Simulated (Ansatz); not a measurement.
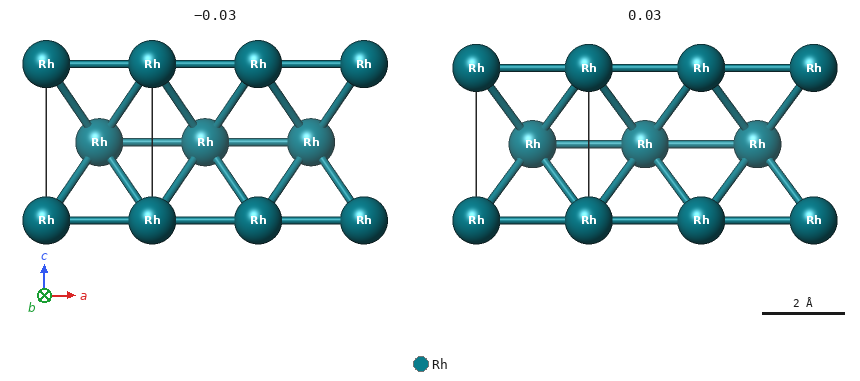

Crystalline Rh (set up in Fm-3m), under uniaxial strain along a (b, c relaxed, atoms fixed by symmetry), with energies (extrapolated to zero smearing) counted from the relaxed crystal, which is the row at zero; the cubic crystal is set up in a tetragonal cell with a = a(cubic)/√2 and c = a(cubic). The picture shows the first and the last member. A ball-and-stick model of the cell of the calculation, repeated 3 × 1 × 1 with one cell outlined, seen along the b axis.

Computed with Ansatz 0.2.0: DFT PBEsol, scalar-relativistic, plane waves, PAW. Set-up: plane-wave cutoff 420 eV; k-point mesh 20 × 20 × 14; occupations gaussian; smearing width 0.1 eV; no spin polarisation; force threshold 0.008 eV/Å.

```csv
strain,energy (meV/atom),a (Å),b (Å),c (Å)
−0.03,18.82,2.593,2.678,3.829
−0.02,7.93,2.619,2.676,3.813
−0.01,1.82,2.646,2.674,3.797
0.0,0.00,2.673,2.673,3.780
0.01,1.98,2.700,2.670,3.766
0.02,?,?,?,?
0.03,15.66,2.753,2.666,3.735
```

Question: Estimate the missing row from the others, and compare with the calculation.

Answer: A parabola through three neighbouring rows (0.0, 0.01, 0.03) gives, with Lagrange weights, (−0.3333)(0.00) + (1.0000)(1.98) + (0.3333)(15.66) = 7.20 meV/atom. The calculation gives 7.34 meV/atom (a = 2.726 Å, b = 2.668 Å, c = 3.751 Å). The estimate is 0.14 meV/atom too low. From the first member to the last: Rh–Rh 2.593 → 2.753 Å, Rh–Rh 2.678 → 2.666 Å.

The whole series:

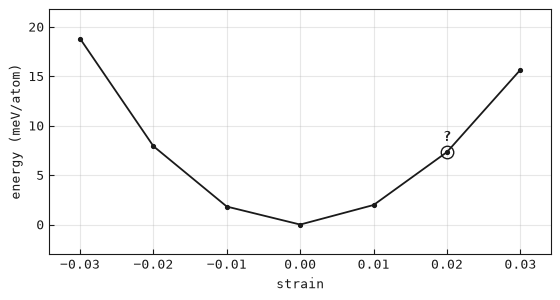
